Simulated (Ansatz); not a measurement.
HfC

```
CELL_PARAMETERS angstrom
0.00000 -2.32034 -2.32034
0.00000 2.32034 -2.32034
4.64069 0.00000 0.00000
ATOMIC_POSITIONS crystal
Hf 0.50000 0.50000 0.01724
Hf 0.00000 0.00000 0.51724
C 0.50000 0.50000 0.50000
C 0.00000 0.00000 0.00000
```

Space group I4mm; started from the rocksalt prototype; changed on purpose from its base cell (atom 1 (Hf) moved 0.08 A along x); not relaxed (largest force 0.6 eV/Å).

These are results of DFT r2SCAN, scalar-relativistic, plane waves, PAW (Ansatz), not measurements.

The density is the valence pseudo-density of a PAW calculation; it isn't the true density close to the nuclei.

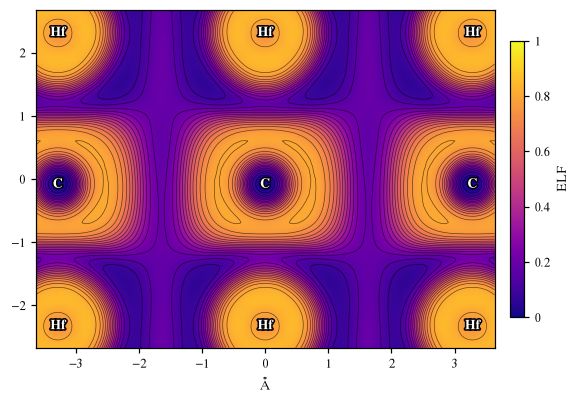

Figure 1. Electron localisation function on the (100) plane of the conventional cell.

> Describe what can be read from this map.

The plane passes through Hf and C nuclei.
Hf–C (2.24 Å): the ELF peaks at about 0.80 in the valence shell of C, 0.7 Å from its nucleus, and is about 0.25 at the midpoint (no shared electron pair shows on this line).
Hf–C (2.40 Å): the ELF peaks at about 0.80 in the valence shell of C, 0.7 Å from its nucleus, and is about 0.20 at the midpoint; no localised pair shows between them.
The features right at Hf lie inside the PAW spheres, where the map follows smoothed inner orbitals and isn't to be read closely.

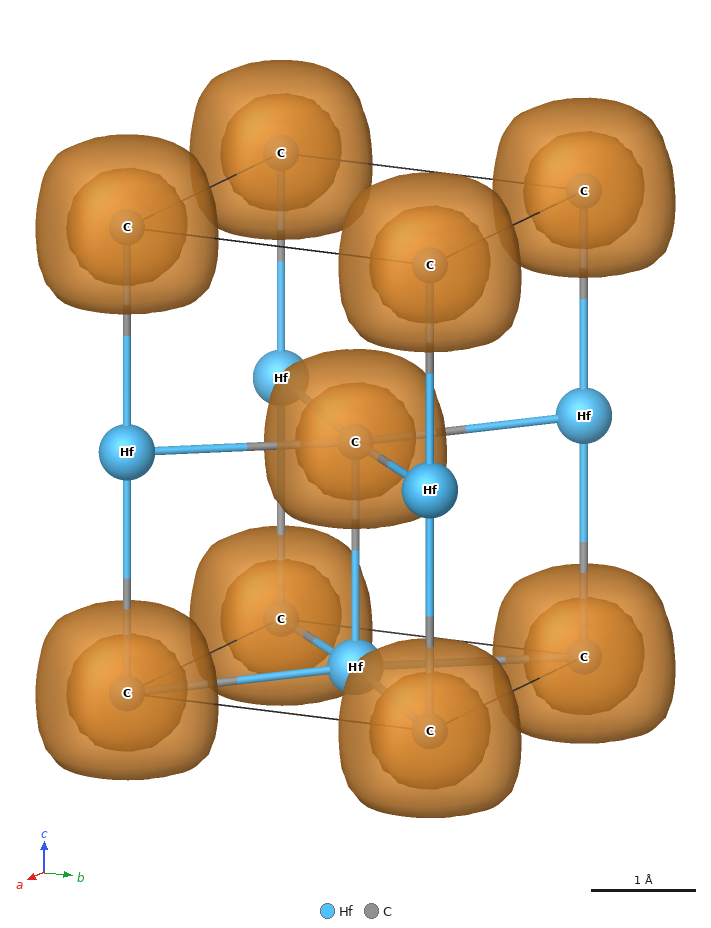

Figure 2. Isosurface of the electron localisation function at 0.75 (orange), seen at an oblique angle. Core shells and regions of very low density are left out. Sticks mark near contacts.

> Where are the electrons localised?

At this value the surface marks out two regions wrapped around C (the valence shell of each), counted in one cell of 4 atoms. Any copies at cell faces, edges or corners count once. Profiles from the grid: Hf–C (2.32 Å): the ELF peaks at about 0.80 in the valence shell of C, 0.7 Å from its nucleus, and is about 0.25 at the midpoint; no localised pair shows between them.

> Does the calculation make it a metal, or give it a gap?

It is metallic or semimetallic at this level of theory: no gap opens.
